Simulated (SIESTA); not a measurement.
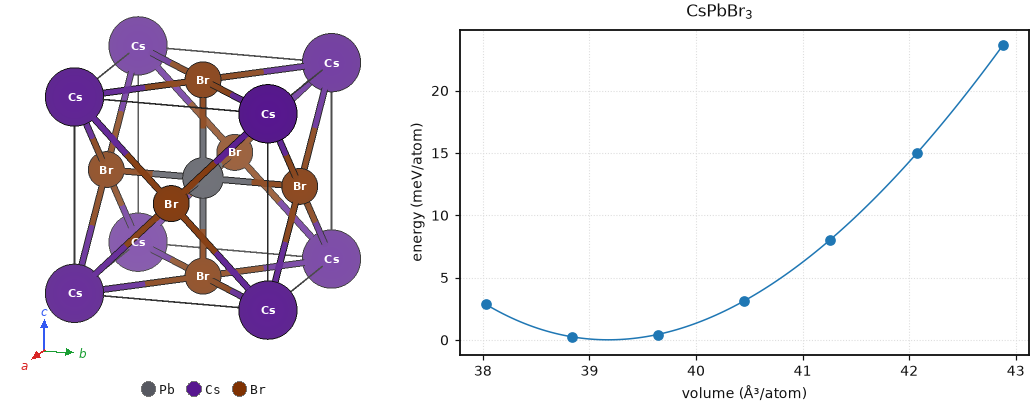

Plotted: energy against volume for CsPbBr₃, space group Pm-3m (No. 221). The conventional cell is drawn beside the plot.

Cell as given: a = 5.870 Å, b = 5.870 Å, c = 5.870 Å, α = 90.00°, β = 90.00°, γ = 90.00°; 5 atoms.

Method: DFT in numerical atomic orbitals with pseudopotentials, no spin polarisation; energies at scaled volumes of the given cell, shape and fractions fixed, counted from the fit's minimum, third-order Birch-Murnaghan fit (SIESTA 5.4.2). Level: LDA.

k mesh 4×4×4; occupations Fermi–Dirac; smearing width 0.05 eV; potentials PseudoDojo 0.4 standard, converted to PSML, two zetas on semicore shells; program settings basis DZP, mesh cutoff 500 Ry.

This calculation gives: equilibrium volume 39.18 Å³/atom and bulk modulus 25.6 GPa.

Now Br is replaced by Cl on all its sites, which gives CsPbCl₃ in the same structure. How do these quantities change?

The equilibrium volume falls from 39.18 to 34.28 Å³/atom (−13 %) and the bulk modulus rises from 25.6 to 29.6 GPa (+16 %).

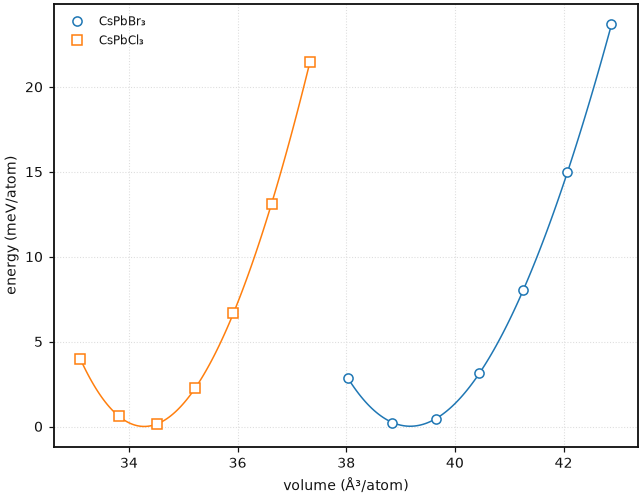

The two results together.

For both, limits of the calculation: mulliken charges of long orbitals; spin-orbit coupling left out, heavy elements.

V0 and the bulk modulus come from third-order Birch–Murnaghan fits.
